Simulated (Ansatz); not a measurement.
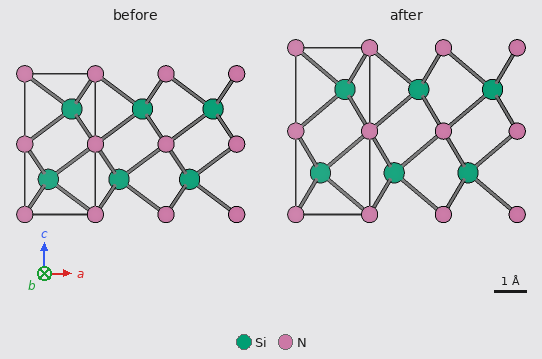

The structure of crystalline SiN (a generated structure, set up in P6_3/mmc) (coarse preliminary run) before (left) and after (right) a relaxation, at one scale.

Style: ball-and-stick. Shown: the cell of the calculation, repeated 3 × 1 × 1 with one cell outlined, along the b axis.

Case: Hf → Si on all its sites, cell and atoms relaxed.

All numbers below come from DFT r2SCAN, scalar-relativistic, plane waves, PAW (Ansatz 0.2.0).

Input file:
```yaml
crystal:
  lattice:
    - [2.5875046827, 0.0, 0.0]
    - [-1.2937523414, 2.2408447876, 0.0]
    - [0.0, 0.0, 4.4645364373]
  atoms:
    - { symbol: Si, position: [0.6666666667, 0.3333333333, 0.75] }
    - { symbol: Si, position: [0.3333333333, 0.6666666667, 0.25] }
    - { symbol: "N", position: [0.0, 0.0, 0.0] }
    - { symbol: "N", position: [0.0, 0.0, 0.5] }
basis:
  ecutwfc: 500
kpoints:
  mp_grid: { grid: [12, 12, 4] }
hamiltonian:
  xc: r2scan
scf:
  occupations: { method: gaussian, width: 0.1 }
output:
  forces: true
  stress: true
  eigenvalues: true
relax:
  adjacent_minimum: "off"
  f_tol: 0.05
  max_steps: 60
  cell: { stress_tol: 0.5 }
```

Launched with:
```bash
ansatz run input.yaml --threads 1 --pin off --max-ram 2560MiB --backend cpu --events-out ev --progress --plain --runs-dir out
```

Summarise the run.

Answer. No atom moves by more than 0.005 Å relative to the cell. Cell: a = b 2.588 → 2.704 Å (+4.5 %), c 4.465 → 5.290 Å (+18.5 %). Volume +29.4 %. Near-neighbour distances that change, for instance: Si1–Si2 2.686 → 3.071 Å, Si1–N3 1.865 → 2.046 Å. Bond angles that change, for instance: N3–Si2–N4 73.5° → 80.5°, Si1–N3–Si2 92.1° → 97.3°, N3–Si2–N3 87.9° → 82.7°. The space group stays P6_3/mmc (No. 194). The energy falls by 3.332 eV per cell of the calculation in 6 accepted moves (8 points after the start). All forces vanish by symmetry, so only the cell relaxes. The pressure goes from 108.46 to 0.01 GPa. At 2 points the geometry stayed and the basis and grid were re-selected for the new cell (energy shift of 15.8 meV per cell of the calculation at most each time).
